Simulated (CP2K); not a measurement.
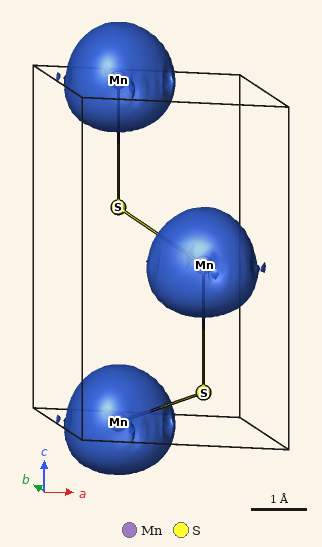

Figure 1: MnS. Isosurfaces of the spin density (up minus down) at +0.15 (blue) and −0.15 e/Å³ (red), seen slightly off an axis. Sticks mark near contacts.

Space group P6₃mc; a structure from a database of computed crystals, not necessarily the ambient phase; computed pressure about −3 GPa in this cell; spin-polarised.

Method: Kohn-Sham DFT of a periodic cell, LDA, GTH-PADE with UZH-TZVP basis (short-range sets on d metals) in CP2K.

In a pseudopotential calculation such maps are meaningful between the atoms, not at the nuclei.

```xyz
4
Lattice="3.9536 0.0000 0.0000 -1.9768 3.4239 0.0000 0.0000 0.0000 6.3425" Properties=species:S:1:pos:R:3 pbc="T T T"
Mn    1.9768    1.1413    3.1639
Mn    0.0000    2.2826    6.3352
S     0.0000    2.2826    3.9714
S     1.9768    1.1413    0.8001
```

Q: Where is the spin, and how is it ordered?

A: The spin density sits on Mn: +4.8 μB (×2) in one cell of 4 atoms, with smaller moments on other sites: S (up to +0.17 μB): parallel moments (a ferromagnetic arrangement) in this solution. The cell of the calculation (4 atoms) carries 9.9 μB of net spin moment. Only one sign reaches the isovalue.
